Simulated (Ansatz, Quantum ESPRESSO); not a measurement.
# Evanescent states of LiH, rock salt type, lattice constant set to 4.08 Å, part 3 of 3

Aim: how fast states decay in the gap of LiH, rock salt type, lattice constant set to 4.08 Å.

Quantum ESPRESSO 7.5; plane-wave DFT, PBE, SG15 norm-conserving pseudopotentials; cross-check by Ansatz 0.2.0 with PAW datasets.

So far. Step 2 (SCF with pw.x): The run needed 7 iterations to bring the estimated error under 1e-09 Ry.

### 5. The same in Ansatz

A second code with its own PAW datasets, on the same atoms.

Level of this step: plane-wave DFT, PBE, Ansatz PAW (Ansatz 0.2.0).

input.yaml reads:

```yaml
crystal:
  lattice:
    - [2.8849956672, 0.0, 0.0]
    - [0.0, 2.8849956672, 0.0]
    - [0.0, 0.0, 4.08]
  atoms:
    - { symbol: Li, position: [0.0, 0.0, 0.0] }
    - { symbol: H, position: [0.5, 0.5, 0.0] }
    - { symbol: Li, position: [0.5, 0.5, 0.5] }
    - { symbol: H, position: [0.0, 0.0, 0.5] }
kpoints:
  mp_grid: { grid: [8, 8, 6] }
hamiltonian:
  xc: pbe
scf:
  occupations: { method: fixed }
  convergence: { dr2_threshold: 1.0e-09 }
output:
  transmission:
    leads: [[0, 0]]
    kpoints: [[0, 0], [0.5, 0], [0.5, 0.5], [0.25, 0]]
    e_range: [-2.07, 6.9]
    de: 0.23
```

On the command line:

```console
$ ansatz run input.yaml --threads 2 --pin off --max-ram 4096MiB --backend cpu --events-out ev --progress --plain --runs-dir out
```

Numbers of over 12 decimals in the logs are rounded to 6 here.

What it wrote:

```text
Engine: ansatz 0.2.0, aarch64-unknown-linux-gnu
Pseudopotentials: kind: paw
Pseudopotential: Li, paw, valence charge 3, recommended cutoff 420 eV (normal), Li.paw.azcp
Pseudopotential: H, paw, valence charge 1, recommended cutoff 420 eV (normal), H.paw.azcp
Functional definition: PBE
  parameter kappa = 0.804
  parameter beta = 0.066725
  exchange = pbe_x(kappa = kappa, mu = beta*pi^2/3)
  correlation = pbe_c(beta = beta)
Crystal: 4 atoms, lattice volume = 33.959 Å³
Basis set: ecut = 420 eV, 673 PW (Γ)
Bands: 8, of which v1, the nominal top of the filled ones, is band 4 counted from 1 (3 counted from 0)
Symmetry: 32 space group operations
Space group: Fm-3m (ITA 225), of the structure as read, at distance tolerance 3.2e-5 Å
k-points: 60 of 384
Non-local potential: Li, projectors of the file, l = 0: 3, l = 1: 2, l = 2: 1
Non-local potential: H, projectors of the file, l = 0: 2, l = 1: 1
PAW form: soft (Blöchl's): semilocal exchange-correlation on the pseudo side does not see the compensation charge
PAW one-centre angular grid: Li, 110 points (default); XC on 64 Gauss nodes
PAW one-centre angular grid: H, 110 points (default); XC on 64 Gauss nodes
Initial density: superposition of atomic densities (neutral atoms: chi_scale 0, normalization atom), corrected by the library's trained network
Initial wavefunctions: pseudopotential atomic-orbital guess
Functional: x = pbe(κ = 0.804, μ = 0.219515), c = pbe(β = 0.066725)
SCF iter   1: F=—  HF=-442.772775 eV  |F-HF|=—  |Δ(HF+E_count)|=         —  Δρ=9.03e-4  dr2=1.36e-4  ethr=1.77e-3  ⟨swp⟩=3.2  Hψ=2670  notcnv=0  defer=110
preconditioner: auto → none  [insulator: Δε(μ)=3.009 eV  Ē_g=10.265 eV  n_scr=2 (ndim 8)  ℏωp=12.7 eV  f_vac=0.000  ε∞_Penn≈2.5]
SCF iter   2: F=—  HF=-442.772774 eV  |F-HF|=—  |Δ(HF+E_count)|=   1.08e-6  Δρ=3.76e-4  dr2=2.02e-5  ethr=1.70e-6  ⟨swp⟩=2.0  Hψ=1085  notcnv=0  defer=115
SCF iter   3: F=—  HF=-442.772808 eV  |F-HF|=—  |Δ(HF+E_count)|=   3.39e-5  Δρ=5.98e-5  dr2=7.14e-7  ethr=2.52e-7  ⟨swp⟩=2.0  Hψ=725  notcnv=0  defer=110
SCF iter   4: F=—  HF=-442.772809 eV  |F-HF|=—  |Δ(HF+E_count)|=   1.21e-6  Δρ=2.96e-6  dr2=1.49e-9  ethr=8.93e-9  ⟨swp⟩=2.0  Hψ=604  notcnv=0
iter 5 did not close the SCF: its close was put off for the readings that it lacked (scf_convergence_deferred on its scf_iter line)
SCF iter   5: F=-442.772809 eV  HF=-442.772809 eV  |F-HF|=8.70e-12  |Δ(HF+E_count)|=   4.07e-9  Δρ=2.72e-7  dr2=1.45e-11  ethr=1.87e-11  ⟨swp⟩=2.2  Hψ=626  notcnv=0
SCF iter   6: F=-442.772809 eV  HF=-442.772809 eV  |F-HF|=0.00e0  |Δ(HF+E_count)|=  1.14e-11  Δρ=1.53e-8  dr2=4.34e-14  ethr=1.00e-12  ⟨swp⟩=2.0  Hψ=1979  notcnv=0
SCF 1 converged in 6 iterations: F = -442.772809 eV  dr2 = 4.34e-14
  greatest PAW one-centre occupation: 1.000 electrons in one spin orbital (limit 2), on the Li atom at site 2 (counted from 0), in its partial waves of l = 0
transmission: 6 of 24 steps passed
transmission: 12 of 24 steps passed
transmission: 18 of 24 steps passed
transmission: 24 of 24 steps passed
SCF converged after 6 iterations
Free energy (F): -442.772809 eV
Harris-Foulkes:  -442.772809 eV  (|F-HF|=0.00e0)
Internal energy: -442.772809 eV  (E = F + TS)
E sigma→0 (E₀):  -442.772809 eV
Fermi energy:    0.461140 eV
--- Per-component energies (eV) ---
  E_band       = -182.349686
  E_kinetic    = 71.137539
  E_local      = -253.113583  (includes V_loc(G=0)·N_el)
  E_nonlocal   = -63.566856
  E_hartree    = 70.845536
  E_xc         = -40.118097
  E_vxc        = -51.775796  (∫ρ·V_xc dr)
  E_paw        = -43.064450  (= ΣΔE_a)
  E_vpaw       = -26.719972  (= ΣTr[D̂ρ^β])
  E_aug_tail   = -0.002093  (compensation charges beyond the density's cutoff)
  E_ewald      = -184.890806
  E_smearing   = -0.000000  (= −TS)
  E_closure    = 0.000000  (closes the sum)
  Σ components = -442.772809   (vs F -442.772809, Δ=0.00e0)
--- Band table (eV; the first three rows and the last of 60) ---
  k-point 0: bands = ["-43.8635", "-43.8142", "-4.7797", "0.4610", "3.4838", "11.0205", "11.0205", "14.1224"]
  k-point 1: bands = ["-43.8601", "-43.8175", "-4.6172", "-0.5975", "4.9575", "11.2606", "11.2606", "14.3722"]
  k-point 2: bands = ["-43.8510", "-43.8264", "-4.1229", "-2.0831", "7.6288", "11.9773", "11.9773", "13.1651"]
  k-point 59: bands = ["-43.8140", "-43.8140", "0.2590", "0.2590", "5.6892", "5.6892", "5.6892", "5.6892"]
--- Transmission ---
  basis      : 69 plane waves across, 6 finite elements along
  points     : 4, as listed
  energies   : 40 from -2.070000 to 6.900000 eV about the Fermi level, 0.230000 eV apart; the leads are filled to 1.511114 eV, and channels, transmission and decay are at 1.610000 eV
  crystal 0  : Li2H2, at the sites [0, 0], period 4.0800 Å: whole cells are its period
    offset         : up to 0.0000 Å between an atom of the period and one for which it stands
    channels       : 0.000000e0 a spin
    conductance    : none, the energies end too early or step too widely for 300 K: set another output.transmission.e_range or a lower de, or, where they end at an eighth of basis.ecutwfc, a higher one
    slowest decay  : 0.1646 /Å at (0.0000, 0.0000)
```

Elapsed: 8.5 s, on 2 threads of Arm Neoverse N1, shared host; peak memory 0.27 GiB.

This step gave:

* free energy: -442.7728 eV
* gap by band count: 3.022 eV
* symmetry operations: 32
* slowest decay at the grid energy nearest mid-gap: 0.1646 Å⁻¹
* peak of the smallest κ at the zone centre: 0.1658 Å⁻¹
* peak of the smallest κ at (1/4, 0): 0.3009 Å⁻¹
* valence top, on the run's zero: 0.4611 eV

K across = (0, 0) in the cell's reciprocal vectors; values within 0.0025 1/Å of each other count once, columns are sorted by size at each energy, a dash where no further value was kept. Table of Im kz of the slowest decaying states by energy, zero at the highest filled level of the SCF mesh:

| energy (eV) | decay 1 (Å⁻¹) | decay 2 (Å⁻¹) |
| --- | --- | --- |
| -2.07 | - | - |
| -1.38 | - | - |
| -0.69 | - | - |
| 0.00 | 0.0056 | - |
| 0.69 | 0.144 | - |
| 1.38 | 0.166 | - |
| 2.07 | 0.151 | - |
| 2.76 | 0.0892 | 1.45 |
| 3.45 | 1.38 | - |
| 4.14 | 1.32 | - |
| 4.83 | 1.24 | - |
| 5.52 | 1.17 | 1.46 |
| 6.21 | 1.08 | 1.40 |
| 6.90 | 0.996 | 1.33 |

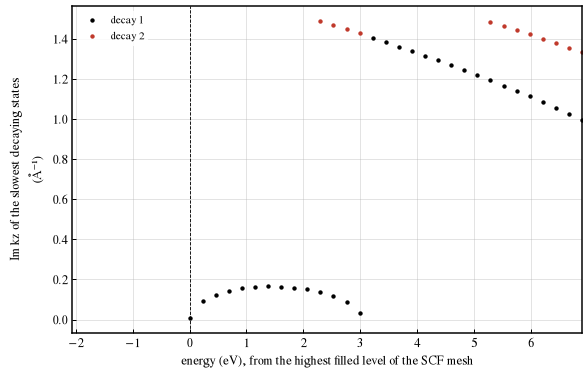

Im kz of the slowest decaying states against energy.

K across = (0, 0) in the cell's reciprocal vectors. The Re kz of states that move upwards, channel 1 by energy, zero at the highest filled level of the SCF mesh:

| energy (eV) | Re kz of states that move upwards, channel 1 (Å⁻¹) |
| --- | --- |
| -2.07 | -0.427 |
| -1.61 | -0.349 |
| -0.92 | -0.233 |
| -0.46 | -0.151 |
| 0.00 | - |
| 0.46 | - |
| 1.15 | - |
| 1.61 | - |
| 2.07 | - |
| 2.76 | - |
| 3.22 | 0.0825 |
| 3.68 | 0.159 |
| 4.37 | 0.243 |
| 4.83 | 0.292 |
| 5.29 | 0.339 |
| 5.75 | 0.383 |
| 6.44 | 0.448 |
| 6.90 | 0.490 |

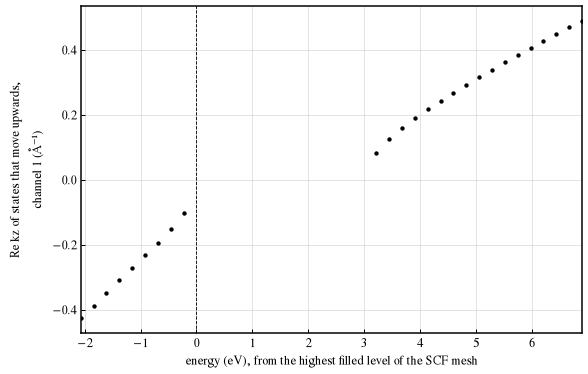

Re kz of states that move upwards, channel 1 against energy.

K across = (1/2, 0) in the cell's reciprocal vectors; values within 0.0025 1/Å of each other count once, columns are sorted by size at each energy, a dash where no further value was kept. Im kz of the slowest decaying states against energy, zero at the highest filled level of the SCF mesh:

| energy (eV) | decay 1 (Å⁻¹) | decay 2 (Å⁻¹) |
| --- | --- | --- |
| -2.07 | 0.763 | 1.49 |
| -0.92 | 0.910 | 1.50 |
| 0.00 | 0.884 | 1.50 |
| 0.92 | 0.819 | 1.49 |
| 2.07 | 0.703 | 1.47 |
| 2.99 | 0.579 | 1.45 |
| 3.91 | 0.408 | 1.42 |
| 5.06 | 1.37 | - |
| 5.98 | 1.33 | - |

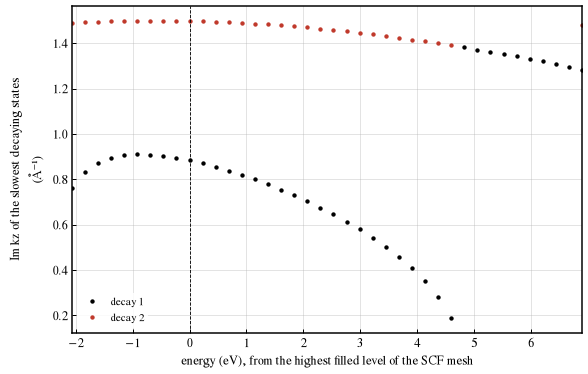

Im kz of the slowest decaying states against energy.

K across = (1/2, 1/2) in the cell's reciprocal vectors; values within 0.0025 1/Å of each other count once, columns are sorted by size at each energy, a dash where no further value was kept. Table of Im kz of the slowest decaying states by energy, zero at the highest filled level of the SCF mesh:

| energy (eV) | decay 1 (Å⁻¹) | decay 2 (Å⁻¹) |
| --- | --- | --- |
| -2.07 | 0.993 | 1.16 |
| -1.61 | 0.906 | 1.11 |
| -0.92 | 0.722 | 1.02 |
| -0.46 | 0.492 | 0.963 |
| 0.00 | 0.0305 | 0.897 |
| 0.46 | 0.559 | 0.826 |
| 1.15 | 0.707 | 0.720 |
| 1.61 | 0.614 | 0.771 |
| 2.07 | 0.504 | 0.803 |
| 2.76 | 0.265 | 0.830 |
| 3.22 | 0.839 | - |
| 3.68 | 0.841 | - |
| 4.37 | 0.837 | - |
| 4.83 | 0.828 | - |
| 5.29 | 0.817 | - |
| 5.75 | 0.801 | - |
| 6.44 | 0.772 | - |
| 6.90 | 0.748 | - |

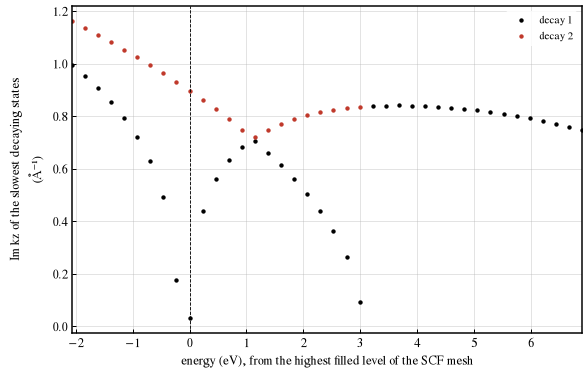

Im kz of the slowest decaying states against energy.

K across = (1/4, 0) in the cell's reciprocal vectors; values within 0.0025 1/Å of each other count once, columns are sorted by size at each energy, a dash where no further value was kept. The Im kz of the slowest decaying states by energy, zero at the highest filled level of the SCF mesh:

| energy (eV) | decay 1 (Å⁻¹) | decay 2 (Å⁻¹) | decay 3 (Å⁻¹) |
| --- | --- | --- | --- |
| -2.07 | - | - | - |
| -0.92 | 1.44 | - | - |
| 0.00 | 0.191 | 1.35 | - |
| 0.92 | 0.281 | 1.24 | - |
| 2.07 | 0.299 | 1.10 | - |
| 2.99 | 0.259 | 0.967 | - |
| 3.91 | 0.131 | 0.820 | 1.45 |
| 5.06 | 0.613 | 1.34 | - |
| 5.98 | 0.439 | 1.24 | 1.45 |

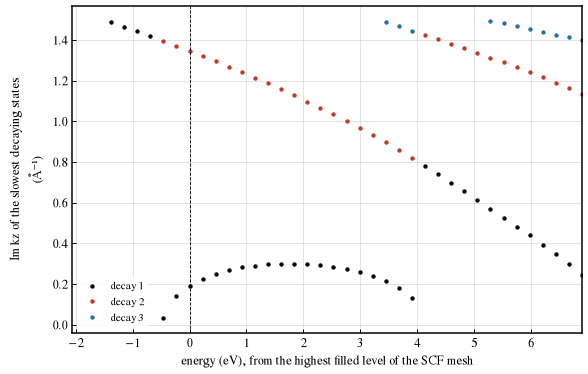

Im kz of the slowest decaying states, plotted against energy.

### 6. A check by hand

T falls as exp(−2κd). With κ = 0.165 1/Å, 10 Å of barrier pass exp(−2 × 0.165 × 10) = 0.037 of that channel, interfaces aside.

### 7. Summary of results

- gap on the SCF mesh: 3.03 eV
- smallest κ at mid-gap among the four k points, at the zone centre: 0.165 Å⁻¹
- peak of the smallest κ in the stop band at the zone centre: 0.166 Å⁻¹
- peak of the smallest κ in the stop band at (1/4, 0): 0.301 Å⁻¹
- energy of the peak at the zone centre, over the highest filled level: 1.38 eV
- peak at the zone centre by Ansatz: 0.166 Å⁻¹

What this shows: With a gap of 3.03 eV on the mesh, the smallest κ at mid-gap among the four k points, at the zone centre is 0.165 Å⁻¹ (PBE, SG15 norm-conserving). For a barrier with the Fermi level at mid-gap the slowest state found, at the zone centre, loses a factor of ten in probability every 7.0 Å or so. Stop bands away from the zone centre are mostly wider than the gap, so their peaks can lie above the conduction bottom. At the zone centre pwcond's peak is 0.166 and Ansatz's 0.166 1/Å, 0 % apart. The cell is the a/√2 one, turned by 45°, with two primitive cells, so X along [001] folds onto kz = 0. A semilocal gap is too small, often by a third to a half and by more in narrow-gap crystals, so real barriers decay faster.

[Logs are printed without paths, hosts, clocks, repeated set-up lines and the standing remarks that a program may print on its own settings, such as how far it seeks lower states.]

[Hosts, paths, dates, database ids (printed as entryN), source tags and the programs' standing remarks are cut or masked in the printed files.]

[Maps of the electrostatic potential energy from Ansatz leave out the sawtooth potential of an applied field or a dipole correction, so their vacuum need not be flat; planar profiles and work functions include it.]
